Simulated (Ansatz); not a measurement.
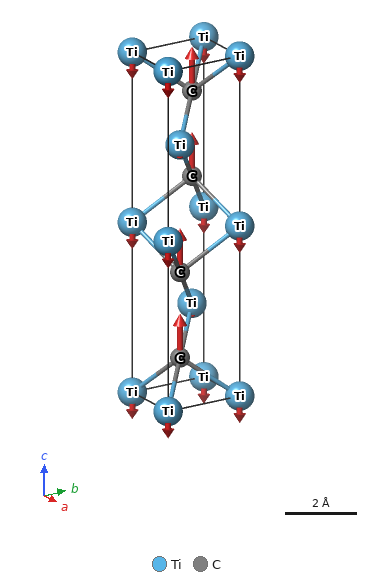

One vibrational mode of solid TiC (a generated structure) at the zone centre. The red arrows are the displacements of the atoms (eigenvector over the root of the mass), of arbitrary overall length and sign. Style: ball-and-stick. Shown: the cell of the calculation, slightly off an axis.

These are results of DFT PBE, scalar-relativistic, plane waves, PAW in Ansatz, not measurements. (plane-wave cutoff 420 eV; k-point mesh 12 × 12 × 4; occupations fermi dirac; smearing width 0.15 eV; no spin polarisation)

The frequencies depend somewhat on the k-mesh and the smearing.

> Give the symmetry, activity and frequency of this mode.

This is the A₂u mode at 425 cm⁻¹, optical level 6 of 14, counted from below, infrared-active by symmetry. The C sublattice moves against the Ti (2a) and Ti (2c) sublattices, along c; the kinetic energy is shared as C 73 %, Ti 27 %. The crystal is a metal, so free carriers screen the infrared response.
